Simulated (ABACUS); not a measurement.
# Energy of Sb along an even scaling of the cell

System: Sb (1 atom in the cell).
Method: Kohn-Sham DFT of a periodic cell, PBE, PseudoDojo NC SR 0.4.1 PBE standard, no spin polarisation (ABACUS 3.10.1).

The 7 runs differ only in the geometry, by an even scaling of the cell at fixed fractional positions. The structure derives from an entry of the Crystallography Open Database.

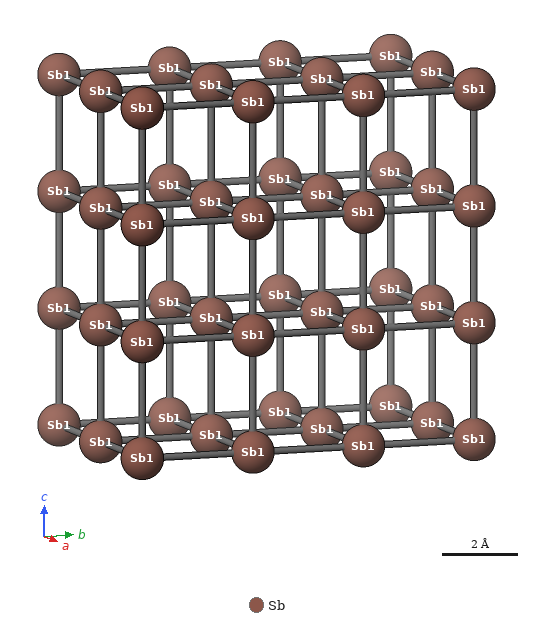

Figure 1. The structure of run 4 (ball-and-stick view of the cell of the calculation, repeated 2 × 3 × 3, seen slightly off an axis; atoms are numbered from 1 in the order of the input).

### Input of run 4
```
INPUT_PARAMETERS
suffix              Sb
calculation         scf
basis_type          pw
pseudo_dir          ./
symmetry            1
dft_functional      pbe
ecutwfc             81
pseudo_rcut         10
nspin               1
nbands              12
ks_solver           dav
smearing_method     fd
smearing_sigma      0.00367493
scf_thr             1e-08
scf_nmax            100
mixing_type         broyden
mixing_beta         0.7
cal_force           1
cal_stress          1
kpar                4
```

### File STRU of run 4
```
ATOMIC_SPECIES
Sb 121.7600 Sb.upf

LATTICE_CONSTANT
1.8897261246

LATTICE_VECTORS
3.1600000000 0.0000000000 0.0000000000
0.0000000000 3.1600000000 0.0000000000
0.0000000000 0.0000000000 3.1600000000

ATOMIC_POSITIONS
Direct

Sb
0.0
1
0.0000000000 0.0000000000 0.0000000000 1 1 1
```

### File KPT of run 4
```
K_POINTS
0
Gamma
8 8 8 0 0 0
```

Command:
```bash
OMP_NUM_THREADS=1 mpirun -np 4 abacus > log
```

Run 2 differs from it as follows:
```diff
-3.1600000000 0.0000000000 0.0000000000
-0.0000000000 3.1600000000 0.0000000000
-0.0000000000 0.0000000000 3.1600000000
+3.1172920620 0.0000000000 0.0000000000
+0.0000000000 3.1172920620 0.0000000000
+0.0000000000 0.0000000000 3.1172920620
```

### Results, with one run withheld

| run | volume per atom (Å³) | free energy per atom, from the lowest run given (meV) | pressure (GPa) |
| --- | --- | --- | --- |
| 1 | 29.661 | 0.00 | 1.03 |
| 2 | 30.292 | ? | ? |
| 3 | 30.923 | 0.83 | −1.31 |
| 4 | 31.554 | 7.69 | −2.29 |
| 5 | 32.186 | 18.21 | −3.16 |
| 6 | 32.817 | 31.95 | −3.93 |
| 7 | 33.448 | 48.56 | −4.61 |

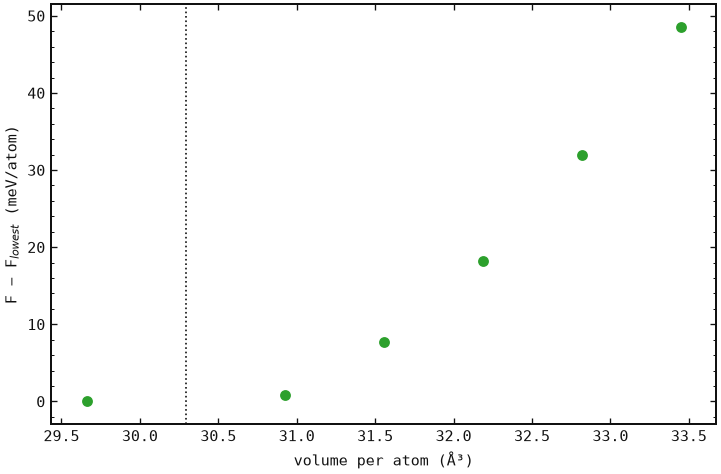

Figure 2. Free energy per atom of the runs given; the dotted line marks run 2.

Fit the runs given and predict run 2.

A cubic polynomial in V^(−2/3) (the Birch–Murnaghan form), fitted to the 6 runs given, misses them by under 0.01 meV per atom. With x = V^(−2/3) − 0.09979 Å⁻², it reads F = 10.155 − 7338.5 x + 1.0996e+06 x² + 4.3055e+06 x³ (meV per atom). At run 2 it gives −1.91 meV per atom, and the run itself gives −1.91. The slope of the fit gives a pressure −dF/dV of −0.13 GPa there, and the run prints −0.21 GPa. The two needn't agree exactly: the fit is approximate, and the printed stress is taken on a finite basis. The fit has its minimum at 30.223 Å³ per atom, where V d²F/dV² gives 57.2 GPa: the bulk modulus at this level, since symmetry fixes the shape and the positions.

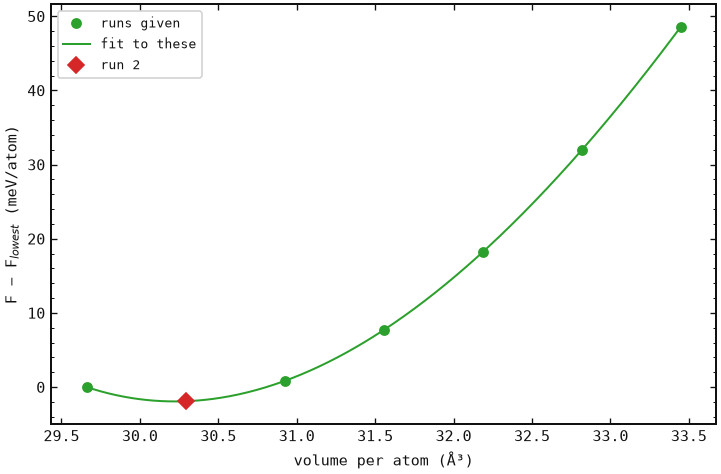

Figure 3. The fit and the withheld run.

### Some lines of the output (run 2)
```
[...]
                          Volume (Bohr^3) = 204.423
                             Volume (A^3) = 30.2923
 E_Fermi        0.7446022597         10.1308334757
 E_Fermi        0.7433369682         10.1136183016
 E_Fermi        0.7437421157         10.1191306168
 E_Fermi        0.7439992363         10.1226289210
 E_KS(sigma->0) -181.9049520636      -2474.9438424814
 E_Fermi        0.7440663893         10.1235425851
 final etot is -2474.9474357 eV
 EFERMI = 10.123542585 eV
 TOTAL-PRESSURE: -2.131930 KBAR
 !FINAL_ETOT_IS -2474.9474357093281469 eV
```
